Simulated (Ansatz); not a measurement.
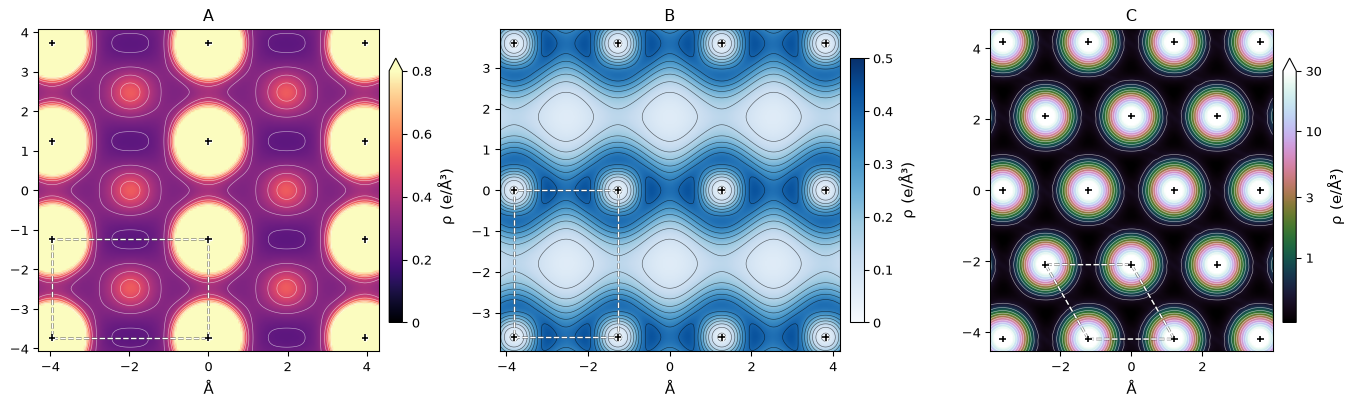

The valence electron density of 3 systems, each on a plane through atoms (crosses mark nuclei in the plane).

All numbers below come from DFT, PBEsol, plane waves (420 eV) with PAW, scalar-relativistic in Ansatz 0.2.0.

System 1: Mn, the (100) plane of the conventional cell. Space group P6/mmm; set up as Mn, omega (AlB2-type); a generated structure, not necessarily the stable one; changed on purpose from its base cell (volume × 1.08); computed pressure about −20 GPa in this cell; computed without spin polarisation.

```xyz
3
Lattice="3.9573 0.0000 0.0000 -1.9786 3.4271 0.0000 0.0000 0.0000 2.4839" Properties=species:S:1:pos:R:3 pbc="T T T"
Mn    0.0000    0.0000    0.0000
Mn    0.0000    2.2847    1.2420
Mn    1.9787    1.1424    1.2420
```

System 2: Si, the (011) plane of the conventional cell. Space group Pm-3m; set up as Si, simple cubic; a generated structure, not necessarily the stable one; changed on purpose from its base cell (volume × 1.04); computed pressure about −4 GPa in this cell.

```
CELL_PARAMETERS angstrom
2.54382 0.00000 0.00000
0.00000 2.54382 0.00000
0.00000 0.00000 2.54382
ATOMIC_POSITIONS crystal
Si 0.00000 0.00000 0.00000
```

System 3: Co, the (001) plane of the conventional cell. Space group P6₃/mmc; set up as Co, dhcp; a generated structure, not necessarily the stable one; changed on purpose from its base cell (volume × 0.96); computed pressure about 12 GPa in this cell; spin-polarised.

```
Co
1.0
     2.42168    0.00000    0.00000
    -1.21084    2.09724    0.00000
     0.00000    0.00000    7.84751
Co
4
Direct
  0.00000 0.00000 0.00000
  0.00000 0.00000 0.50000
  0.33333 0.66667 0.25000
  0.66667 0.33333 0.75000
```

Which map belongs to which system?

Panel A is system 1, Mn: the plane holds Mn. Mn–Mn (2.48 Å): ρ at the midpoint is about 0.37 e/Å³. Panel B is system 2, Si: the plane holds Si. Si–Si (2.54 Å): ρ is about 0.38 e/Å³ halfway. Panel C is system 3, Co: the plane holds Co. Co–Co (2.42 Å): the density is about 0.4 e/Å³ at the midpoint.
